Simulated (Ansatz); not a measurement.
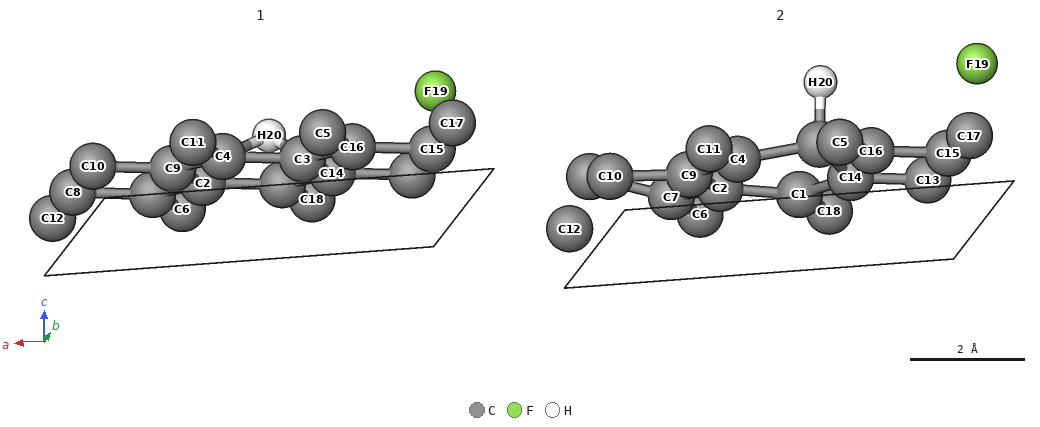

Two geometries of a slab of composition HC$_{18}$F, drawn at one scale. One is the start of a relaxation, the other its converged end. The picture is a ball-and-stick view of the cell of the calculation, outlined in the plane, without the vacuum (origin shifted), seen from a free direction.

Theory: DFT PBE, scalar-relativistic, plane waves, PAW (Ansatz 0.2.0). Set-up: plane-wave cutoff 420 eV; k-point mesh 2 × 2 × 1; occupations gaussian; smearing width 0.02 eV; no spin polarisation; atoms relaxed in a fixed cell; force threshold 0.03 eV/Å; at most 60 steps.

> Which one is relaxed?

Structure 2 is the relaxed one. It is HF on graphene monolayer, set down by a guess. The run prepares an end point of a later path (dissociation) calculation, from a guessed geometry. The energy falls by 6.657 eV per cell of the calculation in 9 geometry steps. Largest force component: 12 eV/Å at the start, 0.025 eV/Å at the end. H20 moves most relative to the layer's centre: 1.22 Å at 47° to the normal (+c side). Largest moves by element: H 1.22 Å, F 0.65 Å, C 0.30 Å. The lattice vectors keep their values. Some distances before and after: C4–H20 1.375 → 2.059 Å, C14–H20 1.375 → 2.051 Å, C13–F19 1.793 → 2.355 Å, C8–F19 1.365 → 1.507 Å. Bond angles that change, for instance: C16–C3–H20 149.5° → 102.8°, C4–C3–H20 64.5° → 102.9°, C13–C8–F19 80.0° → 103.5°. Cost: 38 s on 1 thread of Intel(R) Xeon(R) 6975P-C (Granite Rapids), on a shared host, peak memory 0.72 GiB.

Limits of the set-up: the periodic images lie only 7.4 Å apart, so the values are limited by the cell's size.
